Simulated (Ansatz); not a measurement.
Band-structure calculation of AlCu₄ (part 2 of 2)

Continued. System: AlCu₄ (P2₁3, 20 atoms in the cell). Method: DFT PBEsol, scalar-relativistic, plane waves, PAW, no spin polarisation (Ansatz 0.2.0); cutoff 420 eV, 6×6×6 k-mesh, Gaussian smearing of 0.1 eV. The structure derives from a Materials Project entry.

Geometry of the input (Å; fractional positions):
```
6.2247  0.0000  0.0000
0.0000  6.2247  0.0000
0.0000  0.0000  6.2247
Al 0.4398  0.9398  0.5602
Al 0.9398  0.5602  0.4398
Al 0.5602  0.4398  0.9398
Al 0.0602  0.0602  0.0602
Cu 0.8088  0.3088  0.1912
Cu 0.3088  0.1912  0.8088
Cu 0.1912  0.8088  0.3088
Cu 0.6912  0.6912  0.6912
Cu 0.0472  0.8754  0.7008
Cu 0.2992  0.5472  0.6246
Cu 0.3754  0.7992  0.9528
Cu 0.5472  0.6246  0.2992
Cu 0.7992  0.9528  0.3754
Cu 0.8754  0.7008  0.0472
Cu 0.9528  0.3754  0.7992
Cu 0.7008  0.0472  0.8754
Cu 0.6246  0.2992  0.5472
Cu 0.4528  0.1246  0.2008
Cu 0.2008  0.4528  0.1246
Cu 0.1246  0.2008  0.4528
```

**Output, continued**
```
  k-point 1: bands = ["-97.7273", "-97.7272", "-97.7272", "-97.7272", "-97.1811", "-97.1781", "-97.1775", "-97.1774", "-97.1768", "-97.1768", "-97.1762", "-97.1749", "-97.1748", "-97.1744", "-97.1739", "-97.1739", "-55.2913", "-55.2912", "-55.2911", "-55.2908", "-55.2907", "-55.2907", "-55.2905", "-55.2904", "-55.1527", "-55.1524", "-55.1523", "-55.1522", "-54.7730", "-54.7725", "-54.7723", "-54.7695", "-54.7658", "-54.7654", "-54.7644", "-54.7641", "-54.7634", "-54.7551", "-54.7548", "-54.7547",
      "-54.7279", "-54.7270", "-54.7261", "-54.7235", "-54.7163", "-54.7146", "-54.7131", "-54.7090", "-54.7087", "-54.7066", "-54.7058", "-54.7057", "-54.6376", "-54.6362", "-54.6302", "-54.6287", "-54.6144", "-54.6137", "-54.6109", "-54.6033", "-54.6032", "-54.5994", "-54.5972", "-54.5957", "4.9978", "7.3329", "8.0679", "8.2708", "8.7729", "8.9366", "9.4325", "9.7578", "9.9763", "10.1478", "10.2214", "10.4067", "10.4256", "10.4700", "10.5453", "10.6841",
      "10.7715", "10.7742", "10.8369", "11.0457", "11.0605", "11.0710", "11.1454", "11.1476", "11.1883", "11.2567", "11.2841", "11.2841", "11.3468", "11.3596", "11.3989", "11.4157", "11.4281", "11.4956", "11.5089", "11.5310", "11.5886", "11.6297", "11.7228", "11.7453", "11.7636", "11.8232", "11.8897", "11.9257", "11.9649", "12.0074", "12.0301", "12.0463", "12.0688", "12.1320", "12.1781", "12.2042", "12.2051", "12.3056", "12.3144", "12.3491",
      "12.3540", "12.3837", "12.4017", "12.5033", "12.5223", "12.6434", "12.6451", "12.6694", "12.6860", "12.7317", "12.7360", "12.7520", "12.7912", "12.8108", "12.8285", "12.8416", "12.8537", "12.9174", "12.9395", "12.9444", "13.0286", "13.0545", "13.0752", "13.0963", "13.1043", "13.2318", "13.2719", "13.3161", "13.3641", "13.3733", "13.5267", "13.8743", "14.0111", "14.2862", "14.3376", "14.5511", "14.5906", "14.9381", "15.0789", "15.4724",
      "15.5239", "16.1338", "16.5517", "17.6014", "17.7797", "17.8239", "18.3058", "19.2234", "19.5567", "19.5809", "20.2350", "20.6916", "22.2655", "22.3042", "22.3785", "22.4077", "23.0148", "23.2774", "23.2852", "23.5081", "23.8434", "24.0471", "24.2861", "24.6022", "24.6256", "24.7789", "25.1221", "25.3359", "25.3621", "25.7383", "25.8738", "25.8740", "26.3533", "26.5956", "26.7010", "26.7240", "27.0643", "27.3302", "27.4471", "27.5817",
      "27.6777", "27.7632", "28.1138", "28.2470", "28.2907", "28.4508", "28.6530", "28.8200"]
  k-point 2: bands = ["-97.7273", "-97.7272", "-97.7272", "-97.7272", "-97.1806", "-97.1790", "-97.1776", "-97.1775", "-97.1767", "-97.1764", "-97.1760", "-97.1753", "-97.1748", "-97.1741", "-97.1741", "-97.1739", "-55.2913", "-55.2911", "-55.2911", "-55.2910", "-55.2908", "-55.2907", "-55.2904", "-55.2903", "-55.1526", "-55.1525", "-55.1522", "-55.1522", "-54.7731", "-54.7724", "-54.7721", "-54.7713", "-54.7654", "-54.7649", "-54.7646", "-54.7642", "-54.7607", "-54.7563", "-54.7549", "-54.7548",
      "-54.7279", "-54.7267", "-54.7254", "-54.7251", "-54.7167", "-54.7147", "-54.7115", "-54.7094", "-54.7089", "-54.7073", "-54.7055", "-54.7055", "-54.6392", "-54.6385", "-54.6261", "-54.6247", "-54.6168", "-54.6163", "-54.6088", "-54.6041", "-54.6031", "-54.6013", "-54.5964", "-54.5950", "5.3198", "6.5374", "8.2554", "8.4201", "8.9890", "9.0288", "9.3794", "9.8064", "9.8764", "9.9092", "10.0786", "10.1963", "10.3670", "10.5326", "10.5617", "10.6859",
      "10.8794", "10.9016", "10.9514", "11.0318", "11.0320", "11.0663", "11.0928", "11.1075", "11.1572", "11.1770", "11.2131", "11.2525", "11.3647", "11.3651", "11.4178", "11.4833", "11.5168", "11.5221", "11.5396", "11.5496", "11.6052", "11.6461", "11.7237", "11.8072", "11.8092", "11.8632", "11.8685", "11.9282", "11.9319", "11.9534", "12.0281", "12.0515", "12.0703", "12.1130", "12.1392", "12.1615", "12.1684", "12.3010", "12.3461", "12.3528",
      "12.3799", "12.4104", "12.5106", "12.5371", "12.5899", "12.6004", "12.6355", "12.6630", "12.6917", "12.7392", "12.7465", "12.7703", "12.8008", "12.8249", "12.8350", "12.8461", "12.8942", "12.8954", "12.9586", "12.9730", "12.9973", "13.0190", "13.1255", "13.1344", "13.1495", "13.1823", "13.2456", "13.2686", "13.3221", "13.3834", "13.5506", "13.6534", "13.8560", "13.9224", "14.1925", "14.5625", "14.6029", "14.9317", "15.0896", "16.1408",
      "16.1987", "16.5866", "16.9034", "16.9748", "17.8571", "18.2392", "18.4218", "18.6976", "20.4242", "20.6426", "20.7902", "21.3201", "21.4371", "21.6062", "21.7452", "21.9127", "22.5067", "22.6617", "22.8093", "22.8684", "23.0690", "23.3821", "23.7874", "23.9187", "24.5869", "24.7843", "24.9080", "24.9274", "25.4442", "25.5596", "25.7746", "25.8740", "25.9828", "26.3161", "26.4400", "26.4634", "26.8296", "26.8312", "27.3986", "27.4685",
      "27.7144", "28.1021", "28.2923", "28.3007", "28.5555", "28.8753", "28.9622", "29.1115"]
  k-point 23: bands = ["-97.7272", "-97.7272", "-97.7272", "-97.7272", "-97.1788", "-97.1788", "-97.1788", "-97.1788", "-97.1763", "-97.1763", "-97.1763", "-97.1763", "-97.1739", "-97.1739", "-97.1739", "-97.1739", "-55.2911", "-55.2911", "-55.2911", "-55.2911", "-55.2906", "-55.2906", "-55.2906", "-55.2906", "-55.1524", "-55.1524", "-55.1524", "-55.1524", "-54.7724", "-54.7724", "-54.7724", "-54.7724", "-54.7643", "-54.7643", "-54.7643", "-54.7643", "-54.7569", "-54.7569", "-54.7569", "-54.7569",
      "-54.7274", "-54.7274", "-54.7274", "-54.7274", "-54.7097", "-54.7097", "-54.7097", "-54.7097", "-54.7092", "-54.7092", "-54.7092", "-54.7092", "-54.6347", "-54.6347", "-54.6347", "-54.6347", "-54.6051", "-54.6051", "-54.6051", "-54.6051", "-54.6027", "-54.6027", "-54.6027", "-54.6027", "7.2064", "7.2064", "7.2064", "7.2064", "8.2367", "8.2367", "8.2367", "8.2367", "10.3522", "10.3522", "10.3522", "10.3522", "10.5329", "10.5329", "10.5329", "10.5329",
      "10.8730", "10.8730", "10.8730", "10.8730", "11.1756", "11.1756", "11.1756", "11.1756", "11.2605", "11.2605", "11.2605", "11.2605", "11.4118", "11.4118", "11.4118", "11.4118", "11.6323", "11.6323", "11.6323", "11.6323", "11.8209", "11.8209", "11.8209", "11.8209", "11.8490", "11.8490", "11.8490", "11.8490", "12.0281", "12.0281", "12.0281", "12.0281", "12.1769", "12.1769", "12.1769", "12.1769", "12.3354", "12.3354", "12.3354", "12.3354",
      "12.4311", "12.4311", "12.4311", "12.4311", "12.5609", "12.5609", "12.5609", "12.5609", "12.6817", "12.6817", "12.6817", "12.6817", "12.8187", "12.8187", "12.8187", "12.8187", "12.8947", "12.8947", "12.8947", "12.8947", "13.0260", "13.0260", "13.0260", "13.0260", "13.1532", "13.1532", "13.1532", "13.1532", "13.3623", "13.3623", "13.3623", "13.3623", "15.5861", "15.5861", "15.5861", "15.5861", "15.8948", "15.8948", "15.8948", "15.8948",
      "17.5694", "17.5694", "17.5694", "17.5694", "18.0318", "18.0318", "18.0318", "18.0318", "19.0465", "19.0465", "19.0465", "19.0465", "19.1954", "19.1954", "19.1954", "19.1954", "23.4949", "23.4949", "23.4949", "23.4949", "24.1424", "24.1424", "24.1424", "24.1424", "24.5764", "24.5764", "24.5764", "24.5764", "25.4348", "25.4348", "25.4348", "25.4348", "25.4883", "25.4883", "25.4883", "25.4883", "25.8136", "25.8136", "25.8136", "25.8136",
      "30.3350", "30.3350", "30.3350", "30.3350", "31.0787", "31.0787", "31.0787", "31.0787"]
--- Löwdin populations: 20 sites ---
  site symbol       q [e]
     0     Al      4.1361
     1     Al      4.1361
     2     Al      4.1361
     3     Al      4.1361
     4     Cu     18.5362
     5     Cu     18.5362
     6     Cu     18.5362
     7     Cu     18.5362
     8     Cu     18.5764
     9     Cu     18.5764
    10     Cu     18.5764
    11     Cu     18.5764
    12     Cu     18.5764
    13     Cu     18.5764
    14     Cu     18.5764
    15     Cu     18.5764
    16     Cu     18.5764
    17     Cu     18.5764
    18     Cu     18.5764
    19     Cu     18.5764
  spilling = 0.007577 (of n_electrons = 316.000000)
```

**File populations.tsv**
```
# site	symbol	l	j	q
# orbitals = lowdin
# n_electrons = 316.000000
# spilling = 0.007577
0	Al	0_3S	-	1.181258
0	Al	1_3P	-	2.954866
1	Al	0_3S	-	1.181258
1	Al	1_3P	-	2.954866
2	Al	0_3S	-	1.181258
2	Al	1_3P	-	2.954866
3	Al	0_3S	-	1.181258
3	Al	1_3P	-	2.954866
4	Cu	0_3S	-	1.986815
4	Cu	0_4S	-	0.806845
4	Cu	1_3P	-	5.996318
4	Cu	2_3D	-	9.746205
5	Cu	0_3S	-	1.986815
5	Cu	0_4S	-	0.806845
5	Cu	1_3P	-	5.996318
5	Cu	2_3D	-	9.746205
6	Cu	0_3S	-	1.986815
6	Cu	0_4S	-	0.806845
6	Cu	1_3P	-	5.996318
6	Cu	2_3D	-	9.746205
7	Cu	0_3S	-	1.986815
7	Cu	0_4S	-	0.806845
7	Cu	1_3P	-	5.996318
7	Cu	2_3D	-	9.746205
8	Cu	0_3S	-	1.992297
8	Cu	0_4S	-	0.818704
8	Cu	1_3P	-	5.998123
8	Cu	2_3D	-	9.767245
9	Cu	0_3S	-	1.992297
9	Cu	0_4S	-	0.818704
9	Cu	1_3P	-	5.998123
9	Cu	2_3D	-	9.767245
10	Cu	0_3S	-	1.992297
10	Cu	0_4S	-	0.818704
10	Cu	1_3P	-	5.998123
10	Cu	2_3D	-	9.767245
11	Cu	0_3S	-	1.992297
11	Cu	0_4S	-	0.818704
11	Cu	1_3P	-	5.998123
11	Cu	2_3D	-	9.767245
12	Cu	0_3S	-	1.992297
12	Cu	0_4S	-	0.818704
12	Cu	1_3P	-	5.998123
12	Cu	2_3D	-	9.767245
13	Cu	0_3S	-	1.992297
13	Cu	0_4S	-	0.818704
13	Cu	1_3P	-	5.998123
13	Cu	2_3D	-	9.767245
14	Cu	0_3S	-	1.992297
14	Cu	0_4S	-	0.818704
14	Cu	1_3P	-	5.998123
14	Cu	2_3D	-	9.767245
15	Cu	0_3S	-	1.992297
15	Cu	0_4S	-	0.818704
15	Cu	1_3P	-	5.998123
15	Cu	2_3D	-	9.767245
16	Cu	0_3S	-	1.992297
16	Cu	0_4S	-	0.818704
16	Cu	1_3P	-	5.998123
16	Cu	2_3D	-	9.767245
17	Cu	0_3S	-	1.992297
17	Cu	0_4S	-	0.818704
17	Cu	1_3P	-	5.998123
17	Cu	2_3D	-	9.767245
18	Cu	0_3S	-	1.992297
18	Cu	0_4S	-	0.818704
18	Cu	1_3P	-	5.998123
18	Cu	2_3D	-	9.767245
19	Cu	0_3S	-	1.992297
19	Cu	0_4S	-	0.818704
19	Cu	1_3P	-	5.998123
19	Cu	2_3D	-	9.767245
```

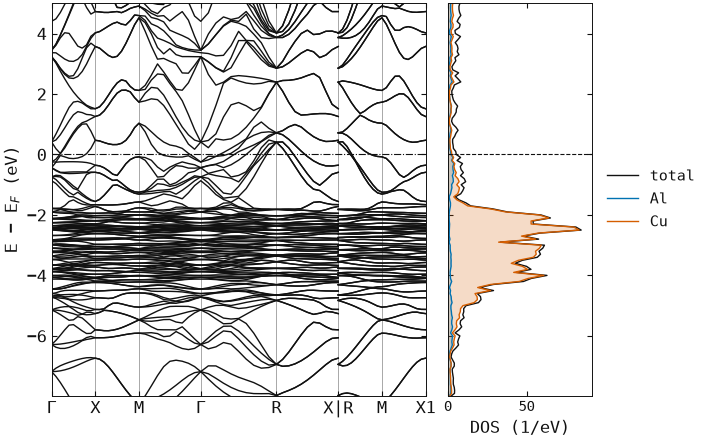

Figure 1. Band structure along Γ–X–M–Γ–R–X|R–M–X1 and density of states (projected on Löwdin-orthogonalised atomic shells), with energies from the Fermi level. Bands cross the Fermi level: a metal at this level of theory.

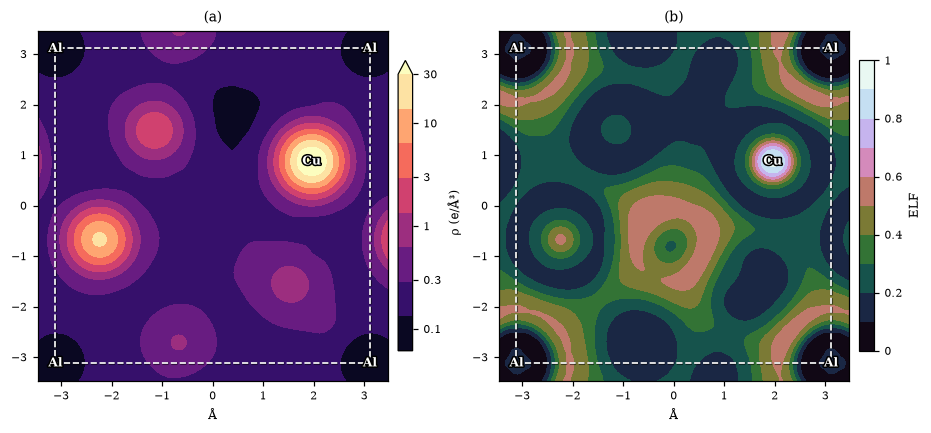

Figure 2. (a) valence pseudo-density; (b) electron localisation function on the (100) plane of the conventional cell. Atoms in the plane: Al and Cu. Al–Cu (2.52 Å): ρ at the midpoint is about 0.29 e/Å³; the ELF is about 0.40 at the midpoint (metallic bonding. Away from the nuclei the density in this plane falls to 0.1 e/Å³ at its lowest. The strong features right at Cu lie inside the PAW spheres (semicore, d or f shells) and say nothing about bonding. In a PAW calculation such maps are meaningful between the atoms, not at the nuclei.

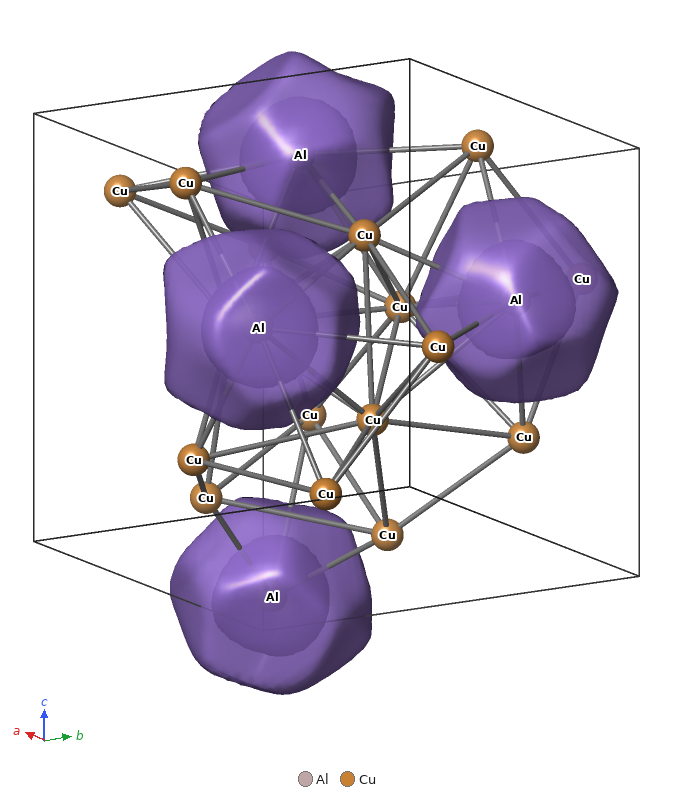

Figure 3. Isosurface of the electron localisation function at 0.4 (purple), seen at an oblique angle. Core shells and regions of very low density are left out. Sticks mark near contacts. The outline is the cell set on symmetry axes. Values along the shortest contacts: Al–Cu (2.35 Å): the ELF is about 0.40 at the midpoint, as expected for metallic bonding. Cu–Cu (2.50 Å): the ELF is about 0.25 at the midpoint (no shared electron pair).

**Summary**

```tsv
quantity	value
outcome	converged
space group (tolerance 0.01 Å)	P2₁3 (198)
electrons treated	316
free energy	−107520.9295 eV
Fermi energy	15.179 eV
gap on the k-point mesh	none (metallic)
pressure	0.00 GPa
largest force (length of the vector)	0.001 eV/Å
wall time	93 s (CPU time 6.1 min)
peak memory	3.1 GiB
```
